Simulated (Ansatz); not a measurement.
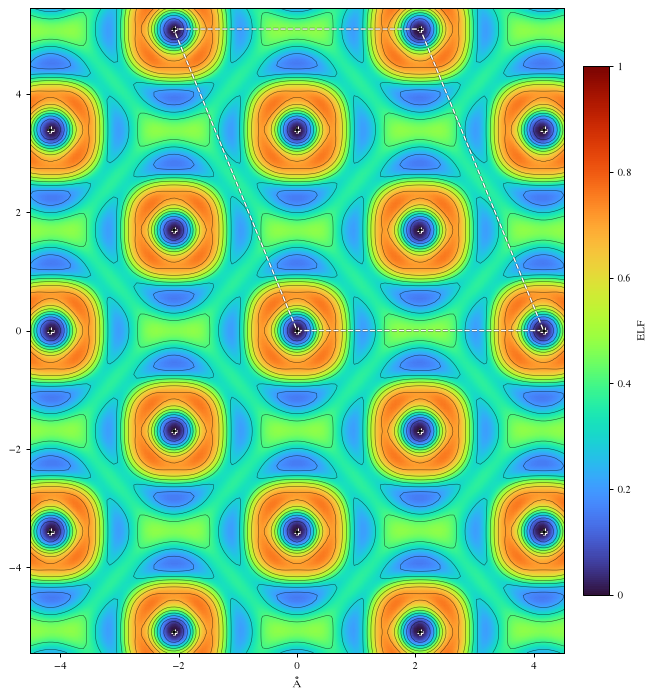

The electron localisation function on a plane through atoms (crosses mark nuclei in the plane).

These are results of Ansatz, DFT PBE, scalar-relativistic, plane waves, PAW, not measurements.

Candidates:
A. WSe2, a = 3.32 Å, b = 3.32 Å, c = 15.26 Å, α = 90.00°, β = 90.00°, γ = 120.00°. Space group P6₃/mmc.
B. Ta, a = 4.17 Å, b = 4.17 Å, c = 3.60 Å, α = 90.00°, β = 90.00°, γ = 120.00°. Space group R-3m; computed pressure about 13 GPa in this cell; computed without spin polarisation.
C. Si (slab), a = 3.85 Å, b = 3.85 Å, c = 17.17 Å, α = 90.00°, β = 90.00°, γ = 120.00°. Not relaxed (largest force 0.6 eV/Å).

> Which candidate gave the map?

Candidate B: Ta on the (011̄) plane of the conventional cell, which holds Ta. Ta–Ta (2.69 Å): the ELF is about 0.35 at the midpoint.
